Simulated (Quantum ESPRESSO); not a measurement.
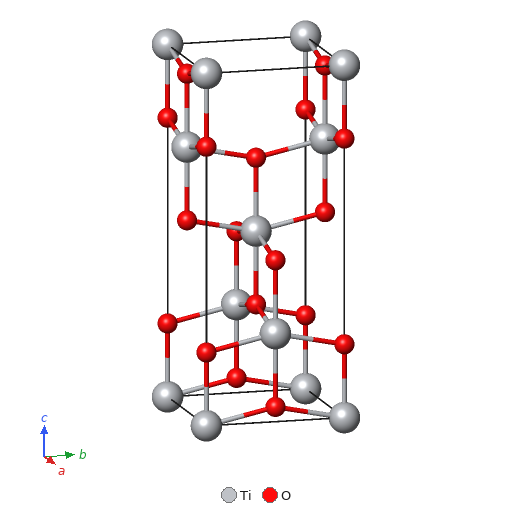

System: TiO₂, space group I4_1/amd (No. 141). The picture shows the conventional cell.

Starting cell:
```
CELL_PARAMETERS angstrom
-1.89210 1.89210 4.75730
1.89210 -1.89210 4.75730
1.89210 1.89210 -4.75730
ATOMIC_POSITIONS crystal
Ti 0.75000 0.25000 0.50000
Ti 0.00000 0.00000 0.00000
O 0.79190 0.79190 0.00000
O 0.54190 0.04190 0.50000
O 0.95810 0.45810 0.50000
O 0.20810 0.20810 0.00000
```

Method: plane-wave DFT, no spin polarisation; energies at scaled volumes of the given cell, shape and fractions fixed, counted from the fit's minimum, third-order Birch-Murnaghan fit (Quantum ESPRESSO 7.5). Level: PBE.

- k mesh: 10×10×10
- occupations: Fermi–Dirac
- smearing width: 0.05 eV
- potentials: GBRV 1.5 PBE
- wave cutoff: 612.3 eV
- density cutoff: 4898 eV

Predict the energy and pressure against volume. The volume takes the values 10.67, 10.90, 11.13, 11.35, 11.58, 11.81, 12.04 Å³/atom.

A third-order Birch–Murnaghan fit gives V0 = 11.65 Å³/atom, B0 = 207 GPa and B′ = 4.2. The energy is 61.62 meV/atom at volume 10.67 Å³/atom and 7.73 meV/atom at 12.04 Å³/atom; the lowest computed point is at volume 11.58 Å³/atom (0.27 meV/atom). The pressure falls from 21.63 GPa at volume 10.67 Å³/atom to −6.38 GPa at 12.04 Å³/atom, and changes sign near 11.65 Å³/atom.

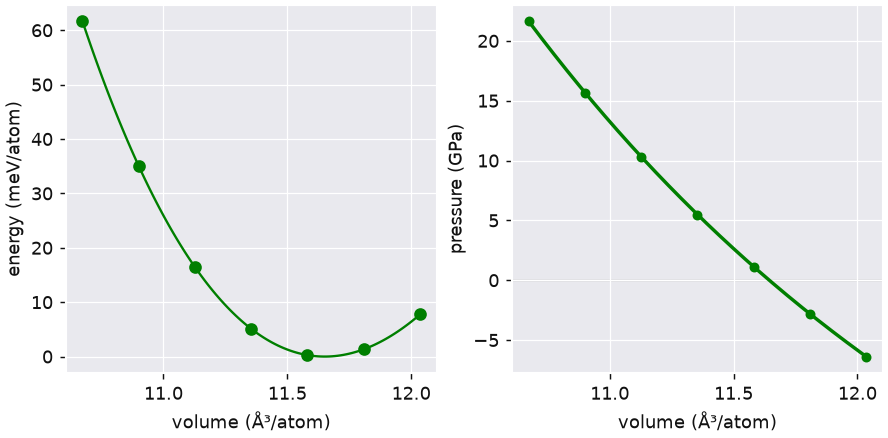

Note: shape and atomic fractions are frozen while scaling, which makes layered, chain and framework solids too stiff.
